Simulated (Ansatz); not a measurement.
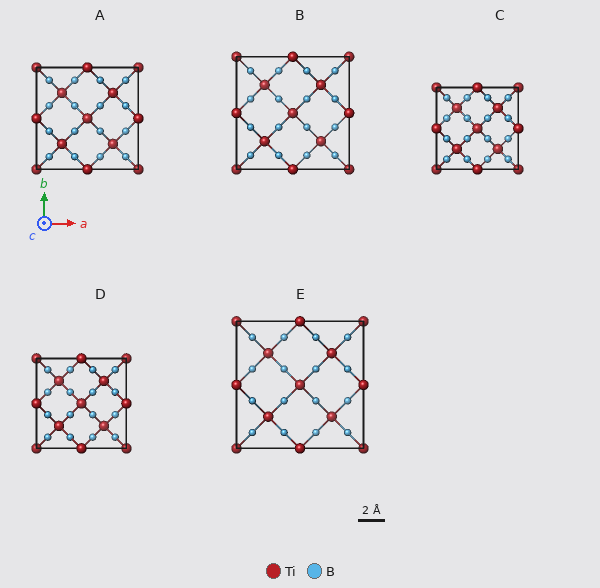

5 geometries from one relaxation of crystalline TiB2 (a generated structure, set up in Fd-3m) (coarse preliminary run), in shuffled order. A ball-and-stick model of the conventional cell (4 times the calculation's cell), seen along the c axis. Lengths and directions refer to the drawn axes.

Computed with DFT PBE, scalar-relativistic, plane waves, PAW in Ansatz. Set-up: plane-wave cutoff 420 eV; k-point mesh 4 × 4 × 4; occupations gaussian; smearing width 0.1 eV; no spin polarisation; cell and atoms relaxed; force threshold 0.04 eV/Å; at most 70 steps.

### Put them in the order of the run, from the start to the converged end.

C, D, A, B, E. They are steps 0, 2, 5, 10, 17, at +6402 meV per atom, +3609 meV per atom, +1579 meV per atom, +439 meV per atom relative to the last. After 14 accepted moves (17 points after the start) the energy has fallen by 6402 meV per atom. All forces vanish by symmetry, so only the cell relaxes. The pressure goes from 163.79 to 0.35 GPa. At 3 points the geometry stayed and the basis and grid were re-selected for the new cell (energy shift of 564 meV per atom at most each time). The atoms keep their places relative to the cell (all moves are under 0.005 Å). The volume changes by +273.4 %, with a = b = c 6.520 → 10.115 Å (+55.1 %). Among the contacts that change: Ti–Ti 2.823 → 4.380 Å, B–B 2.305 → 3.576 Å, B–Ti 1.412 → 2.190 Å. Bonds break: Ti–Ti (2.82 → 4.38 Å). The space group stays Fd-3m (No. 227).
